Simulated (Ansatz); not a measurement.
## Ti₉O₁₆ (charge +4): nudged elastic band (part 3 of 3)

Ti₉O₁₆ (defect cell, 25 atoms in the cell, total charge +4); DFT PBE, scalar-relativistic, plane waves, PAW, no spin polarisation (Ansatz 0.2.0); cutoff 420 eV, 3×3×3 k-mesh, Gaussian smearing of 0.02 eV. The structure derives from an entry of the Crystallography Open Database.

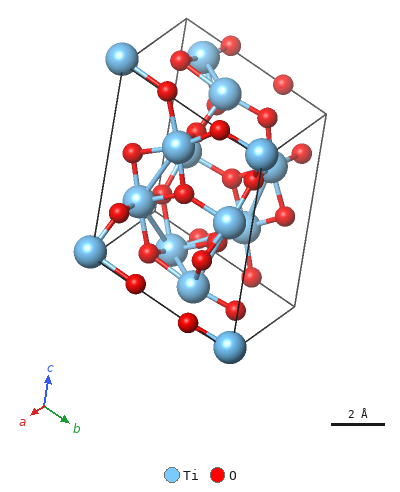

The starting structure (ball-and-stick view of the cell of the calculation, seen slightly off an axis).

### Output, continued
```
--- NEB band (7 images, 14 band iterations, 632 SCF iterations) ---
  forward barrier  = 0.170618 eV
  backward barrier = 0.170618 eV
  lagrangian_above_aufbau_ev (what the smearing adds, to first order; not taken off the barriers): saddle image -0.000000 eV, end points -0.000000 and -0.000000 eV
  climbing image's point = of an order that was not read
  energies are F+E_penalty+E_count in eV, relative to image 0
  image     s (Å)  Δ vs image 0  max|band force component| (eV/Å)
      0    0.0000      0.000000                                 —
      1    0.3574      0.016596                          1.697e-2
      2    0.7152      0.104134                          1.368e-2
  *   3    1.0731      0.170618                          7.671e-3
      4    1.5898      0.051779                          3.382e-2
      5    2.1065      0.028111                          1.695e-2
      6    2.6231     -0.000000                                 —
  climbing-image geometry (image 3):
  cell:  # Å, volume = 255.6052 Å³
    - [-4.6432750096, 4.6432750096, 0.0]
    - [4.6432750096, 4.6432750096, 0.0]
    - [0.0, -4.6432750096, -5.9277640514]
  atoms:
    - { symbol: Ti, position: [0.7372063127763541, 0.7613044718284349, 0.4893922783524645] }
    - { symbol: Ti, position: [0.5604474218464528, 0.5267182660896832, 0.015327187550009334] }
    - { symbol: Ti, position: [0.2548187234639068, 0.22805934463610394, 0.48939244861724884] }
    - { symbol: Ti, position: [-0.04248617132074547, -0.011420995562013782, 0.015327257134198061] }
    - { symbol: Ti, position: [0.14580295964163056, 0.6366090727665407, 0.25510438494399046] }
    - { symbol: Ti, position: [0.8466387580889638, 0.41611485721670294, 0.7292190704103084] }
    - { symbol: Ti, position: [0.6119342611774654, 0.11846543965159739, 0.25510382849315466] }
    - { symbol: Ti, position: [0.38521376411022235, 0.8130756229244229, 0.7292197139525223] }
    - { symbol: O, position: [0.24673737410748176, 0.5327154980192292, 0.47789154524770666] }
    - { symbol: O, position: [-0.0025204409025109038, 0.29896414813914923, -0.00461054839291673] }
    - { symbol: O, position: [0.7550981342603549, 0.07166736394540446, 0.5141819545154116] }
    - { symbol: O, position: [0.5156845455017318, 0.8068949201925009, 0.004097721401138127] }
    - { symbol: O, position: [0.4311830050122403, 0.6190196802692404, 0.2302897021879398] }
    - { symbol: O, position: [0.176838293889307, 0.37641268443911413, 0.7486421581568325] }
    - { symbol: O, position: [0.9281438975628774, 0.12734466818366943, 0.2663574967185807] }
    - { symbol: O, position: [0.6763840366407261, 0.8582463092823993, 0.7402710274551813] }
    - { symbol: O, position: [0.2617174795184305, 0.942484555548216, 0.5141816981853905] }
    - { symbol: O, position: [-0.00895336080364408, 0.6971725745894959, 0.0040979670920769555] }
    - { symbol: O, position: [0.733787209821934, 0.44514565193980693, 0.4778906926067552] }
    - { symbol: O, position: [0.5005427112526829, 0.1963946377553952, -0.004611108565668359] }
    - { symbol: O, position: [0.8408472877735906, 0.6389827038326064, 0.26635796900881015] }
    - { symbol: O, position: [0.5665205155939587, 0.3819930272745771, 0.7402707467826118] }
    - { symbol: O, position: [0.3017403370778141, 0.11123989429420113, 0.23029007801821705] }
    - { symbol: O, position: [0.07443732120784768, 0.8722001171465725, 0.7486425749411968] }
    - { symbol: Ti, position: [0.18700444405092798, 0.18567346869695045, 0.8713761884868401] }
```

### The last band as extended XYZ (Å, eV, eV/Å)
```
25
Lattice="-4.6433 4.6433 0.0000 4.6433 4.6433 0.0000 0.0000 -4.6433 -5.9278" Properties=species:S:1:pos:R:3:forces:R:3 image=0 energy=-31657.42519
Ti    0.1370    4.6025   -2.8706    0.0004   0.0002   0.0027
Ti   -0.1160    5.0066    0.0097   -0.0021  -0.0059  -0.0004
Ti   -0.1615    0.0405   -2.8706   -0.0009  -0.0003   0.0009
Ti    0.0918   -0.3638    0.0097    0.0005   0.0070   0.0010
Ti    2.3970    2.3224   -1.5399   -0.0014   0.0001  -0.0004
Ti   -2.1818    2.4536   -4.3428   -0.0026  -0.0011  -0.0012
Ti   -2.4214    2.3206   -1.5399    0.0016   0.0003  -0.0006
Ti    2.1574    2.1893   -4.3427    0.0019   0.0024  -0.0005
O     1.4692    1.2919   -2.9167   -0.0031  -0.0024   0.0016
O     1.5300    1.2862   -0.0209   -0.0015  -0.0007   0.0005
O    -3.1251    1.3425   -2.9879    0.0004   0.0005   0.0016
O     1.4191    6.0512   -0.0097    0.0016   0.0021  -0.0021
O     0.7597    3.6130   -1.3622   -0.0019   0.0023  -0.0031
O     0.7592   -1.0493   -4.5749   -0.0010  -0.0004  -0.0003
O    -3.8482    3.6272   -1.5731   -0.0023   0.0018  -0.0012
O     0.8135    3.6045   -4.3649   -0.0007   0.0014   0.0010
O     3.1006    3.3005   -2.9878    0.0001   0.0000   0.0012
O     3.1998    3.2350   -0.0097   -0.0008  -0.0007  -0.0014
O    -1.4936    3.3511   -2.9167    0.0024   0.0018   0.0024
O    -1.5546    3.3568   -0.0209    0.0021  -0.0006   0.0008
O    -0.8195    5.6592   -1.5730    0.0018  -0.0022  -0.0015
O    -0.8380    1.0385   -4.3651    0.0015  -0.0023   0.0028
O    -0.7842    1.0301   -1.3622    0.0026  -0.0030  -0.0025
O     3.8595    1.0492   -4.5748    0.0016  -0.0010  -0.0008
Ti   -0.0123   -2.3218   -5.7474   -0.0003   0.0007  -0.0004
25
Lattice="-4.6433 4.6433 0.0000 4.6433 4.6433 0.0000 0.0000 -4.6433 -5.9278" Properties=species:S:1:pos:R:3:forces:R:3 image=1 energy=-31657.40860
Ti    0.1200    4.6645   -2.9112   -0.0086  -0.0094   0.0126
Ti   -0.1523    5.0066   -0.0629   -0.0037  -0.0043   0.0141
Ti   -0.1405   -0.0173   -2.9112    0.0087   0.0091   0.0129
Ti    0.1319   -0.3595   -0.0629    0.0043   0.0040   0.0142
Ti    2.3219    2.3927   -1.5272    0.0142  -0.0007  -0.0162
Ti   -2.1019    2.4541   -4.3369   -0.0266  -0.0076  -0.0011
Ti   -2.3424    2.2545   -1.5272   -0.0143   0.0008  -0.0160
Ti    2.0815    2.1931   -4.3369    0.0265   0.0077  -0.0019
O     1.4192    1.3316   -2.8871    0.0205  -0.0126  -0.0033
O     1.5125    1.3078    0.0015    0.0327  -0.0154  -0.0007
O    -3.1028    1.3378   -2.9838    0.0166  -0.0051   0.0195
O     1.3981    6.0623   -0.0087    0.0198  -0.0047   0.0011
O     0.7600    3.6669   -1.3226   -0.0086  -0.0298   0.0015
O     0.7955   -1.0396   -4.4957   -0.0163  -0.0121  -0.0101
O    -3.8020    3.6098   -1.5969   -0.0134  -0.0084   0.0050
O     0.8103    3.6382   -4.3785    0.0013  -0.0139   0.0091
O     3.0824    3.3093   -2.9838   -0.0166   0.0051   0.0197
O     3.2248    3.2281   -0.0087   -0.0199   0.0048   0.0010
O    -1.4396    3.3155   -2.8871   -0.0207   0.0124  -0.0036
O    -1.5329    3.3394    0.0016   -0.0324   0.0154  -0.0006
O    -0.8617    5.6806   -1.5969    0.0130   0.0088   0.0048
O    -0.8307    1.0089   -4.3785   -0.0015   0.0140   0.0095
O    -0.7804    0.9802   -1.3226    0.0089   0.0296   0.0016
O     3.8273    1.0435   -4.4957    0.0163   0.0121  -0.0102
Ti   -0.0102   -2.3197   -5.5880   -0.0002   0.0002  -0.0627
25
Lattice="-4.6433 4.6433 0.0000 4.6433 4.6433 0.0000 0.0000 -4.6433 -5.9278" Properties=species:S:1:pos:R:3:forces:R:3 image=2 energy=-31657.32106
Ti    0.1169    4.6843   -2.9087    0.0021  -0.0003   0.0126
Ti   -0.1644    4.9969   -0.0873   -0.0130   0.0185  -0.0018
Ti   -0.1333   -0.0330   -2.9086   -0.0021   0.0003   0.0125
Ti    0.1480   -0.3457   -0.0873    0.0129  -0.0184  -0.0019
Ti    2.2888    2.4290   -1.5194    0.0034  -0.0133   0.0034
Ti   -2.0389    2.4624   -4.3294   -0.0338  -0.0095   0.0031
Ti   -2.3052    2.2223   -1.5194   -0.0034   0.0132   0.0034
Ti    2.0225    2.1889   -4.3294    0.0337   0.0094   0.0033
O     1.3604    1.3729   -2.8593    0.0334  -0.0245  -0.0191
O     1.4650    1.3454    0.0138    0.0586  -0.0438  -0.0021
O    -3.1295    1.3908   -3.0086    0.0401  -0.0509   0.0440
O     1.3661    6.1004   -0.0181    0.0149  -0.0168   0.0137
O     0.8108    3.7403   -1.3289   -0.0500  -0.0582   0.0384
O     0.8634   -0.9813   -4.4608   -0.0483  -0.0543  -0.0055
O    -3.7498    3.6375   -1.5972   -0.0319  -0.0187  -0.0060
O     0.8292    3.6717   -4.3839   -0.0112  -0.0128   0.0163
O     3.1131    3.2605   -3.0086   -0.0401   0.0509   0.0439
O     3.2608    3.1941   -0.0181   -0.0149   0.0168   0.0137
O    -1.3768    3.2784   -2.8593   -0.0334   0.0245  -0.0190
O    -1.4814    3.3058    0.0138   -0.0587   0.0438  -0.0022
O    -0.9099    5.6571   -1.5972    0.0320   0.0186  -0.0060
O    -0.8456    0.9795   -4.3838    0.0112   0.0128   0.0162
O    -0.8272    0.9110   -1.3289    0.0500   0.0583   0.0384
O     3.7635    0.9893   -4.4608    0.0483   0.0543  -0.0055
Ti   -0.0082   -2.3177   -5.3856    0.0001  -0.0001  -0.1936
25
Lattice="-4.6433 4.6433 0.0000 4.6433 4.6433 0.0000 0.0000 -4.6433 -5.9278" Properties=species:S:1:pos:R:3:forces:R:3 image=3 energy=-31657.25457
Ti    0.1119    4.6856   -2.9010    0.0007  -0.0012   0.0048
Ti   -0.1566    4.9768   -0.0909    0.0023  -0.0017   0.0071
Ti   -0.1243   -0.0302   -2.9010   -0.0008   0.0012   0.0048
Ti    0.1442   -0.3215   -0.0909   -0.0023   0.0017   0.0071
Ti    2.2789    2.4484   -1.5122   -0.0029  -0.0017   0.0022
Ti   -1.9990    2.4773   -4.3226    0.0035  -0.0028  -0.0037
Ti   -2.2913    2.2069   -1.5122    0.0029   0.0017   0.0022
Ti    1.9867    2.1780   -4.3226   -0.0035   0.0028  -0.0037
O     1.3279    1.4002   -2.8328    0.0006  -0.0004  -0.0012
O     1.3999    1.3979    0.0273   -0.0033   0.0020   0.0002
O    -3.1734    1.4514   -3.0479   -0.0021   0.0010  -0.0022
O     1.3522    6.1221   -0.0243   -0.0003  -0.0009  -0.0015
O     0.8722    3.8071   -1.3651    0.0003   0.0006  -0.0034
O     0.9267   -0.9073   -4.4378    0.0011   0.0033  -0.0038
O    -3.7183    3.6642   -1.5789   -0.0004  -0.0004  -0.0006
O     0.8444    3.6884   -4.3882    0.0015  -0.0018  -0.0013
O     3.1610    3.2040   -3.0479    0.0021  -0.0010  -0.0023
O     3.2787    3.1766   -0.0243    0.0003   0.0009  -0.0015
O    -1.3402    3.2551   -2.8328   -0.0006   0.0004  -0.0012
O    -1.4122    3.2575    0.0273    0.0033  -0.0020   0.0001
O    -0.9373    5.6345   -1.5789    0.0004   0.0004  -0.0005
O    -0.8568    0.9669   -4.3882   -0.0015   0.0018  -0.0013
O    -0.8845    0.8483   -1.3651   -0.0003  -0.0005  -0.0034
O     3.7042    0.9193   -4.4378   -0.0011  -0.0033  -0.0038
Ti   -0.0062   -2.3156   -5.1653    0.0000   0.0000   0.0067
25
Lattice="-4.6433 4.6433 0.0000 4.6433 4.6433 0.0000 0.0000 -4.6433 -5.9278" Properties=species:S:1:pos:R:3:forces:R:3 image=4 energy=-31657.37341
Ti    0.0882    4.6642   -2.8972   -0.0168  -0.0201   0.0307
Ti   -0.1467    4.9167   -0.0867    0.0251  -0.0354   0.0085
Ti   -0.0966   -0.0047   -2.8972    0.0167   0.0201   0.0307
Ti    0.1384   -0.2572   -0.0867   -0.0251   0.0354   0.0086
Ti    2.2841    2.4636   -1.5056    0.0171  -0.0140   0.0110
Ti   -1.9685    2.4906   -4.3372    0.0195  -0.0163  -0.0253
Ti   -2.2924    2.1959   -1.5056   -0.0171   0.0140   0.0110
Ti    1.9602    2.1689   -4.3372   -0.0195   0.0163  -0.0254
O     1.2926    1.4528   -2.8135   -0.0261   0.0158  -0.0109
O     1.3016    1.4926    0.0583   -0.0579   0.0421   0.0207
O    -3.2693    1.5363   -3.0965   -0.0466   0.0490  -0.0331
O     1.3238    6.1452   -0.0358   -0.0176  -0.0023  -0.0105
O     0.9575    3.8716   -1.4210    0.0350   0.0399  -0.0436
O     0.9972   -0.8143   -4.4228    0.0353   0.0666  -0.0011
O    -3.6729    3.7261   -1.5467    0.0192   0.0287   0.0115
O     0.8822    3.7179   -4.4014    0.0239   0.0079  -0.0238
O     3.2610    3.1232   -3.0965    0.0467  -0.0490  -0.0331
O     3.3111    3.1575   -0.0358    0.0176   0.0023  -0.0105
O    -1.3010    3.2067   -2.8135    0.0261  -0.0158  -0.0110
O    -1.3099    3.1669    0.0583    0.0579  -0.0421   0.0207
O    -0.9787    5.5767   -1.5467   -0.0192  -0.0287   0.0116
O    -0.8906    0.9415   -4.4014   -0.0239  -0.0079  -0.0238
O    -0.9658    0.7879   -1.4210   -0.0350  -0.0399  -0.0436
O     3.6378    0.8306   -4.4228   -0.0354  -0.0666  -0.0011
Ti   -0.0042   -2.3135   -4.8552    0.0000   0.0000   0.1317
25
Lattice="-4.6433 4.6433 0.0000 4.6433 4.6433 0.0000 0.0000 -4.6433 -5.9278" Properties=species:S:1:pos:R:3:forces:R:3 image=5 energy=-31657.39708
Ti    0.1237    4.6300   -2.8878   -0.0062  -0.0098   0.0109
Ti   -0.0341    4.8576   -0.0796   -0.0049  -0.0160   0.0162
Ti   -0.1280    0.0336   -2.8878    0.0062   0.0098   0.0109
Ti    0.0298   -0.1940   -0.0796    0.0049   0.0160   0.0162
Ti    2.2393    2.2984   -1.4056    0.0007  -0.0035  -0.0161
Ti   -1.9626    2.4467   -4.3392    0.0071   0.0020   0.0030
Ti   -2.2436    2.3652   -1.4056   -0.0006   0.0035  -0.0161
Ti    1.9582    2.2169   -4.3392   -0.0070  -0.0020   0.0031
O     1.2608    1.4842   -2.8358   -0.0019   0.0009   0.0008
O     1.2456    1.5442    0.0675    0.0017   0.0007  -0.0036
O    -3.3533    1.5826   -3.1490   -0.0015  -0.0037   0.0089
O     1.3337    6.1712   -0.0452   -0.0005   0.0002  -0.0057
O     1.0270    3.8713   -1.4532   -0.0046   0.0045  -0.0046
O     1.0278   -0.7639   -4.4366    0.0034   0.0129  -0.0086
O    -3.6698    3.7884   -1.5139    0.0006  -0.0020  -0.0078
O     0.9093    3.7558   -4.4380    0.0027   0.0014   0.0005
O     3.3490    3.0810   -3.1489    0.0015   0.0037   0.0089
O     3.3053    3.1357   -0.0451    0.0004  -0.0002  -0.0057
O    -1.2651    3.1795   -2.8358    0.0019  -0.0009   0.0008
O    -1.2500    3.1194    0.0675   -0.0017  -0.0007  -0.0036
O    -0.9778    5.5185   -1.5139   -0.0006   0.0020  -0.0078
O    -0.9136    0.9078   -4.4380   -0.0027  -0.0014   0.0005
O    -1.0313    0.7923   -1.4532    0.0046  -0.0045  -0.0046
O     3.6111    0.7843   -4.4366   -0.0034  -0.0129  -0.0086
Ti   -0.0021   -2.3115   -4.5877    0.0000   0.0000   0.0122
25
Lattice="-4.6433 4.6433 0.0000 4.6433 4.6433 0.0000 0.0000 -4.6433 -5.9278" Properties=species:S:1:pos:R:3:forces:R:3 image=6 energy=-31657.42519
Ti    0.1319    4.5035   -2.8608   -0.0011   0.0026  -0.0012
Ti   -0.0011    4.7430   -0.0580    0.0002  -0.0016  -0.0006
Ti   -0.1323    0.1642   -2.8608    0.0024  -0.0019  -0.0005
Ti    0.0007   -0.0753   -0.0580    0.0001   0.0014  -0.0004
Ti    2.2809    2.1847   -1.3887    0.0002  -0.0004   0.0027
Ti   -1.9583    2.4377   -4.4361   -0.0059   0.0021  -0.0004
Ti   -2.2811    2.4831   -1.3887   -0.0003   0.0009   0.0009
Ti    1.9579    2.2298   -4.4362    0.0070  -0.0005   0.0010
O     1.2829    1.5081   -2.8830    0.0014   0.0007   0.0010
O     1.2913    1.5620    0.1197    0.0023   0.0019  -0.0031
O    -3.3709    1.5624   -3.0929   -0.0004   0.0010  -0.0003
O     1.3055    6.1698   -0.0911    0.0018   0.0023  -0.0012
O     1.0294    3.8153   -1.4348    0.0018  -0.0024   0.0024
O     1.0352   -0.7671   -4.4667   -0.0006  -0.0021   0.0008
O    -3.6644    3.8644   -1.5059    0.0000  -0.0001   0.0012
O     0.9134    3.7651   -4.4555   -0.0007   0.0008  -0.0014
O     3.3708    3.1054   -3.0928   -0.0010  -0.0016  -0.0008
O     3.3376    3.1411   -0.0910   -0.0022  -0.0018  -0.0015
O    -1.2831    3.1596   -2.8831   -0.0023  -0.0015   0.0028
O    -1.2915    3.1058    0.1197   -0.0030  -0.0026  -0.0025
O    -0.9791    5.4467   -1.5060    0.0005  -0.0004   0.0016
O    -0.9137    0.9026   -4.4555    0.0021  -0.0016  -0.0021
O    -1.0297    0.8524   -1.4347   -0.0024   0.0031   0.0016
O     3.6079    0.7916   -4.4667   -0.0007   0.0015   0.0005
Ti   -0.0002   -2.3094   -4.2655    0.0007   0.0003  -0.0004
```

### Results in brief

- outcome: converged
- barrier, forward: 0.171 eV
- barrier, backward: 0.171 eV
- electrons treated: 200
- wall time: 6.8 min (CPU time 18 min)
- peak memory: 2.8 GiB

### Remarks

The order of the saddle point was not checked.
